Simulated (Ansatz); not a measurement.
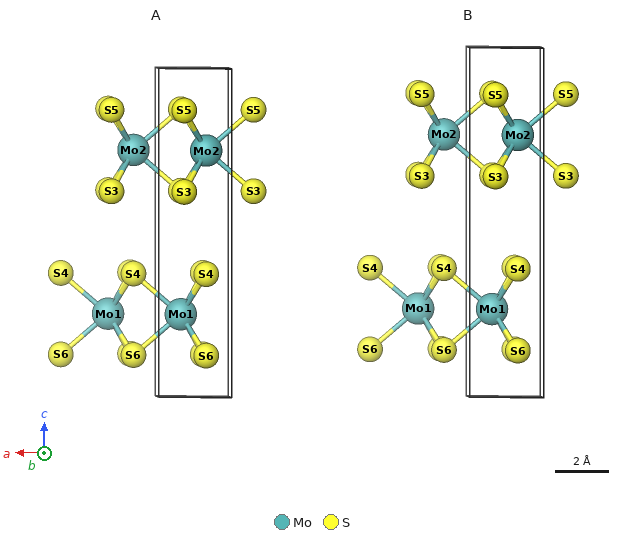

Two geometries of crystalline MoS2 (set up in P6_3/mmc), drawn at one scale. One is the start of a relaxation, the other its converged end. A ball-and-stick model of the cell of the calculation, repeated 2 × 1 × 1 with one cell outlined, seen from a free direction.

Level of theory: DFT PBEsol, scalar-relativistic, plane waves, PAW in Ansatz 0.2.0. Settings: plane-wave cutoff 420 eV; k-point mesh 12 × 12 × 2; occupations gaussian; smearing width 0.02 eV; no spin polarisation; cell and atoms relaxed; force threshold 0.005 eV/Å; at most 80 steps.

### Which one is relaxed?

Structure A is the relaxed one. The largest moves relative to the cell, 0.088 Å, are those of S3, S4, S5 and S6. S4 goes along +c. Mo stays in place. The drawn cell changes as follows: a = b 3.192 → 3.141 Å (−1.6 %), c 13.378 → 12.585 Å (−5.9 %); the volume changes by −8.9 %. Near-neighbour distances that change, for instance: Mo1–S4 2.417 → 2.392 Å. The space group stays P6_3/mmc (No. 194). After 5 accepted moves (7 points after the start) the energy has fallen by 13.8 meV per atom. The largest force component goes from 0.4 to 0.00061 eV/Å. The pressure goes from −4.78 to 0.00 GPa. The line search rejected the trial step at point 1 of the run. The SCF was repeated once at an unchanged geometry on a basis and grid sized afresh for the cell, which shifted the energy by 0.1 meV per atom at most. The run took 52 s on 1 thread of Oxide Virtual Turin-like Processor (Zen 5), with other jobs on the host, peak memory 0.48 GiB.

Limits of the set-up: layers or molecules are held without a dispersion correction, so their spacing is unreliable.
